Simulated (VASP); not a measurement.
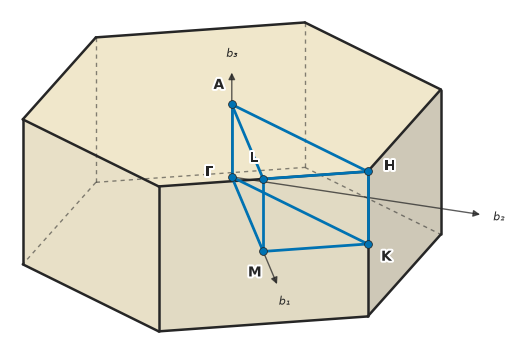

For TiSe, the geometry relaxed with VASP Kohn-Sham DFT of a periodic cell, LDA, VASP PAW LDA potentials, recommended (VASP): the figure shows the first Brillouin zone with its special points and a band path. Symmetry computed with spglib at a tolerance of 0.002 Å; standard conventional cell.

Labels and path follow the convention of Hinuma et al. (2017), as computed by seekpath; the arrows show the directions of the reciprocal primitive vectors b₁, b₂, b₃.

### What lattice type do the shape and the labels point to?

A primitive hexagonal lattice (hP; extended symbol hP2). The zone is a hexagonal prism in its combinatorial type: 8 faces (6 with 4 edges, 2 with 6 edges), 18 edges, 12 vertices.

### In which order does the conventional band path visit the special points?

Γ–M–K–Γ–A–L–H–A | L–M | H–K
